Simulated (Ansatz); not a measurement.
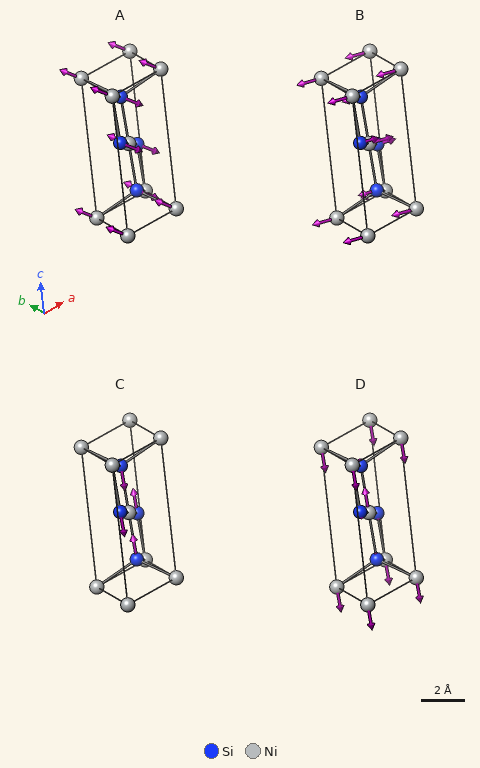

Four modes of a crystal of Si2Ni at the zone centre of a doubled cell, in no order (one member of each degenerate set). The purple arrows are the displacements of the atoms (eigenvector over the root of the mass), of arbitrary overall length and sign. A ball-and-stick model of the cell of the calculation, seen slightly off an axis.

These are results of DFT PBEsol, scalar-relativistic, plane waves, PAW (Ansatz), not measurements. (plane-wave cutoff 420 eV; k-point mesh 12 × 12 × 14; occupations gaussian; smearing width 0.15 eV; no spin polarisation)

Rank the modes by frequency, softest first.

B (102 cm⁻¹), D (265 cm⁻¹), A (309 cm⁻¹), C (390 cm⁻¹). B, doubly degenerate: All motion is along [2 −1 0] of the drawn cell; atoms of one kind move against one another, with no net shift of any sublattice; it mainly bends the Ni–Si bonds; the kinetic energy is shared as Ni 68 %, Si 32 %. D, non-degenerate: All motion is along [1 1 −3] of the drawn cell; atoms of one kind move against one another, with no net shift of any sublattice; it stretches the shortest Ni–Si bonds (2.33 Å); the kinetic energy is shared as Ni 99 %, Si 1 %. A, triply degenerate: The Si sublattice moves against the Ni sublattice, along [3 −1 −1] of the drawn cell; the kinetic energy is shared as Si 51 %, Ni 49 %. C, non-degenerate: The Ni atoms stay at rest; all motion is along [1 1 −3] of the drawn cell; atoms of one kind move against one another, with no net shift of their sublattice; it stretches the shortest Ni–Si bonds (2.33 Å). The crystal is metallic in this run.

Limits of the set-up: an element that often carries a moment was run without spin polarisation.
